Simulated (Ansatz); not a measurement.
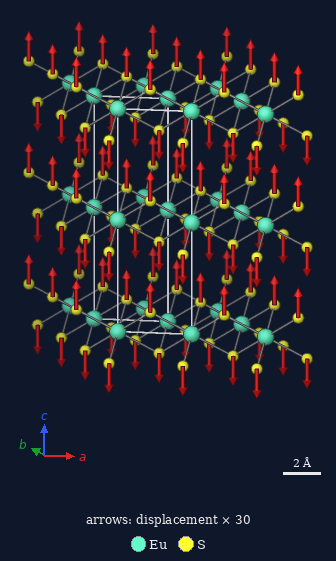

This is a relaxation of solid EuS2 (built on the CdI2 type). The starting structure is drawn; red arrows show the displacements (the part carried along by the change of the cell is left out), 30 times their true length.

Style: ball-and-stick. Shown: the cell of the calculation, repeated 2 × 2 × 1 with one cell outlined, slightly off an axis.

Case: volume 29.831 Å^3/atom.

All numbers below come from DFT PBE, scalar-relativistic, plane waves, PAW in Ansatz.

Input file:
```yaml
crystal:
  lattice:
    - [4.0992528763, 0.0, 0.0]
    - [-2.0496264381, 3.5500571274, 0.0]
    - [0.0, 0.0, 12.2993891128]
  atoms:
    - { symbol: Eu, position: [0.0, 0.0, 1.0], spin: 6.83 }
    - { symbol: S, position: [0.3333333333, 0.6666666667, 0.1091361584] }
    - { symbol: S, position: [0.6666666667, 0.3333333333, 0.3908638633] }
    - { symbol: Eu, position: [0.0, 0.0, 0.5], spin: -6.83 }
    - { symbol: S, position: [0.3333333333, 0.6666666667, 0.6091361367] }
    - { symbol: S, position: [0.6666666667, 0.3333333333, 0.8908638416] }
basis:
  ecutwfc: 420
  ecutrho_ratio: 4
kpoints:
  mp_grid: { grid: [10, 10, 3] }
hamiltonian:
  xc: pbe
scf:
  occupations: { method: gaussian, width: 0.05 }
output:
  forces: true
  stress: true
  eigenvalues: true
  populations: true
magnetization:
  spin_polarized: true
relax:
  f_tol: 0.04
  max_steps: 40
  cell: { stress_tol: 0.4, fix: [volume] }
```

Launched with:
```bash
ansatz run input.yaml --threads 2 --pin off --max-ram 2662MiB --backend cpu --events-out ev --progress --plain --runs-dir out
```

Question: Atoms of which element are displaced furthest, and by how much?

Answer: Sulfur: up to 0.056 Å, against 0.000 Å for europium.

Question: What happened in the run?

Answer: The largest moves relative to the cell, 0.056 Å, are those of S2, S3, S5 and S6. S5 goes along +c. Eu stays in place. The drawn cell changes at constant volume: a = b 4.099 → 4.138 Å (+0.9 %), c 12.299 → 12.073 Å (−1.8 %). Among the contacts that change: Eu1–S2 2.721 → 2.756 Å. The space group stays P-3m1 (No. 164). Over 2 accepted moves (3 points after the start) the energy falls by 5.8 meV per atom. Largest force component: 0.24 eV/Å at the start, 0.023 eV/Å at the end. The pressure goes from 1.48 to −0.07 GPa. The SCF was repeated once at an unchanged geometry on a basis and grid sized afresh for the cell, which shifted the energy by less than 0.05 meV per atom at most.

Limits of the set-up: layers or molecules are held without a dispersion correction, so their spacing is unreliable; 4f states are treated without a Hubbard U.
